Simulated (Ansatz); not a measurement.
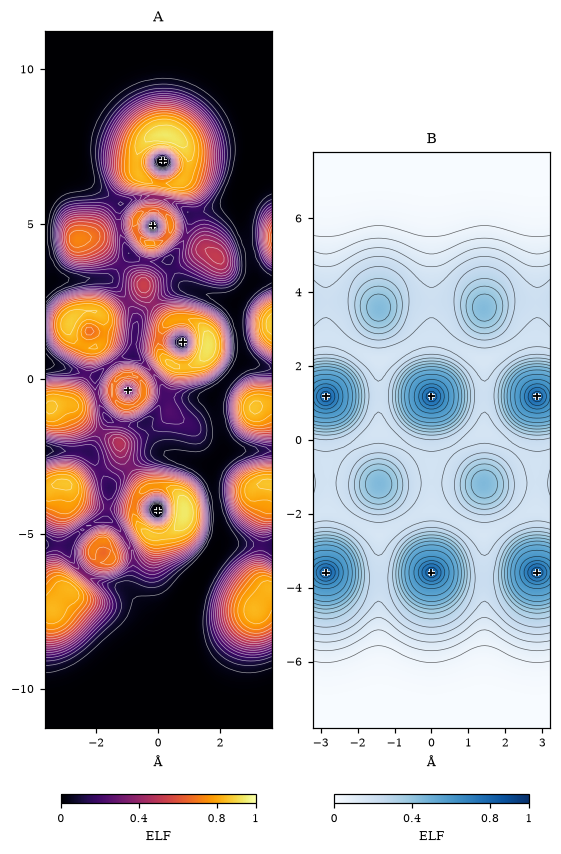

The ELF of 2 systems, each on a plane through atoms (crosses mark nuclei in the plane).

The calculation used DFT PBEsol, scalar-relativistic, plane waves, PAW in Ansatz 0.2.0.

System 1: Au (slab), the (11̄0) plane of the calculation cell, a cut from vacuum to vacuum. 

```yaml
crystal:
  lattice:
    - [2.86519, 0.00000, 0.00000]
    - [-1.43260, 2.48133, 0.00000]
    - [0.00000, 0.00000, 24.18587]
  atoms:
    - { symbol: Au, position: [0.33333, 0.66667, 0.35144] }
    - { symbol: Au, position: [0.66667, 0.33333, 0.45048] }
    - { symbol: Au, position: [0.33333, 0.66667, 0.54864] }
    - { symbol: Au, position: [0.66667, 0.33333, 0.64832] }
```

System 2: WS2 (slab), the (11̄0) plane of the calculation cell, a cut from vacuum to vacuum. 

```xyz
15
Lattice="3.1476 0.0000 0.0000 -1.5738 6.4349 0.0000 0.0000 0.0000 28.0505" Properties=species:S:1:pos:R:3 pbc="T T T"
S     1.5738    5.9116    6.8957
W     1.5738    0.3373    8.3563
S     1.5738    2.2268    9.7021
S    -0.0001    5.4880   10.2177
W     0.0000    0.8091   10.8867
S     0.0000    2.6303   12.4365
S     1.5738    5.9639   12.9218
W     1.5738    1.2170   13.5787
S     1.5737    3.0418   15.1341
S    -0.0001    6.3773   15.6104
W     0.0000    1.6288   16.2617
S     0.0000    3.5037   17.8643
S    -0.0001    0.3360   18.3624
W     1.5738    2.0446   18.9038
S     1.5744    2.3782   20.9981
```

**Which map belongs to which system?**

Panel A is system 2, WS2: the plane holds S and W. W–S (2.12 Å): the ELF peaks at about 0.80 in the valence shell of S, 0.7 Å from its nucleus, and is about 0.45 at the midpoint. Panel B is system 1, Au: the plane holds Au. Au–Au (2.87 Å): the ELF is about 0.25 at the midpoint; no shared electron pair shows on this line.
